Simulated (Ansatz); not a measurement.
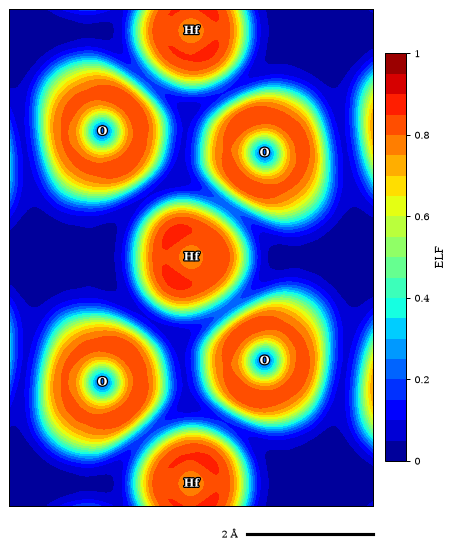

The picture shows: HfO₂. ELF on the (101) plane of the conventional cell.

Space group P-43m; a generated structure, not necessarily the stable one.

Computed with DFT PBEsol, scalar-relativistic, plane waves, PAW (Ansatz).

Core electrons are frozen (PAW), and the valence fields are smoothed inside the atomic spheres.

> What does the map show?

The plane passes through Hf and O nuclei. Hf–O (2.02 Å): the ELF peaks at about 0.85 in the valence shell of O, 0.6 Å from its nucleus, and drops to about 0.20 between the two atoms; no shared electron pair shows on this line. Hf–O (2.13 Å): the ELF peaks at about 0.85 in the valence shell of O, 0.6 Å from its nucleus, and drops to about 0.20 between the two atoms: no localised pair shows between them. Hf–O (2.26 Å): the ELF peaks at about 0.85 in the valence shell of O, 0.6 Å from its nucleus, and drops to about 0.15 between the two atoms (no shared electron pair shows on this line). The features right at Hf lie inside the PAW spheres, where the map follows smoothed inner orbitals and isn't to be read closely.

> Metal or insulator at this level of theory?

It is gapped, with a Kohn–Sham gap of 4.3 eV on the k-point mesh, an upper bound to the gap of this method.
